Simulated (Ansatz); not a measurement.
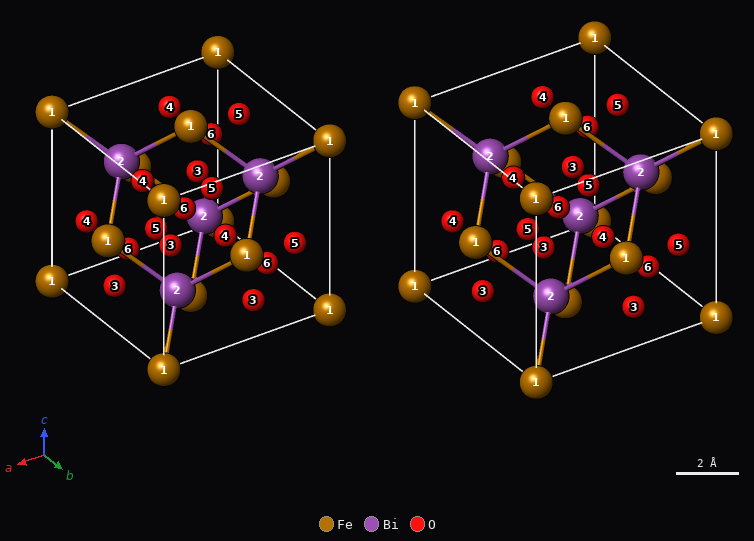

Two geometries of a crystal of FeBiO4 (a generated structure, set up in F-43m) (coarse preliminary run), drawn at one scale. One is the start of a relaxation, the other its converged end. Style: ball-and-stick. Shown: the conventional cell (4 times the calculation's cell), from a free direction. Lengths and directions refer to the drawn axes.

All numbers below come from Ansatz, DFT PBE, scalar-relativistic, plane waves, PAW. Settings: plane-wave cutoff 420 eV; k-point mesh 4 × 4 × 4; occupations gaussian; smearing width 0.1 eV; collinear spin; cell and atoms relaxed; force threshold 0.04 eV/Å; at most 70 steps.

> Which geometry has the lower energy?

The left one is the relaxed one. Over 5 accepted moves (7 points after the start) the energy falls by 223 meV per atom. Largest force component: 0.046 eV/Å at the start, 0.00042 eV/Å at the end. The pressure goes from −17.61 to −0.01 GPa. The SCF was repeated twice at an unchanged geometry on a basis and grid sized afresh for the cell, which shifted the energy by 4.6 meV per atom at most. No atom moves by more than 0.005 Å relative to the cell. The volume changes by −21.9 %, with a = b = c 7.046 → 6.487 Å (−7.9 %). Among the contacts that change: Fe1–Bi2 3.051 → 2.809 Å. The space group stays F-43m (No. 216). The run may lie on a higher electronic state than the lowest, so the end point isn't shown to be the ground-state structure.
